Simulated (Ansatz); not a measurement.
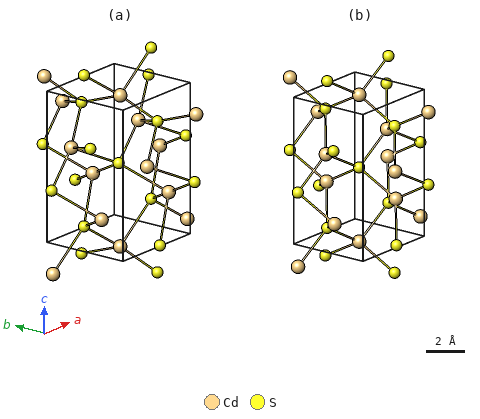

The structure of crystalline CdS (a generated structure, set up in P3_121) (coarse preliminary run) before (left) and after (right) a relaxation, at one scale.

A ball-and-stick model of the cell of the calculation, seen from a free direction.

Case: Hg → Cd, Te → S on all its sites, cell and atoms relaxed.

Theory: Ansatz 0.2.0, DFT PBE, scalar-relativistic, plane waves, PAW. Settings: plane-wave cutoff 420 eV; k-point mesh 6 × 6 × 2; occupations gaussian; smearing width 0.1 eV; no spin polarisation; cell and atoms relaxed; force threshold 0.05 eV/Å; at most 60 steps.

Question: Summarise the run.

Answer: Over 7 accepted moves (8 points after the start) the energy falls by 182 meV per atom. Largest force component: 0.68 eV/Å at the start, 0.013 eV/Å at the end. Pressure: −6.87 GPa at the start and −0.05 GPa at the end. At 1 point the geometry stayed and the basis and grid were re-selected for the new cell (energy shift of 1.1 meV per atom at most each time). The largest moves relative to the cell, 0.59 Å, are those of Cd atoms. Largest moves by element: Cd 0.59 Å, S 0.01 Å. The volume changes by −19.3 %, with a = b 4.476 → 4.081 Å (−8.8 %), c 9.865 → 9.582 Å (−2.9 %). Near-neighbour distances that change, for instance: Cd–S 3.179 → 2.629 Å, Cd–S 2.596 → 2.567 Å. Among the angles between lasting bonds that change: S–Cd–S 167.7° → 141.8°, Cd–S–Cd 104.8° → 126.2°. The space group stays P3_121 (No. 152).
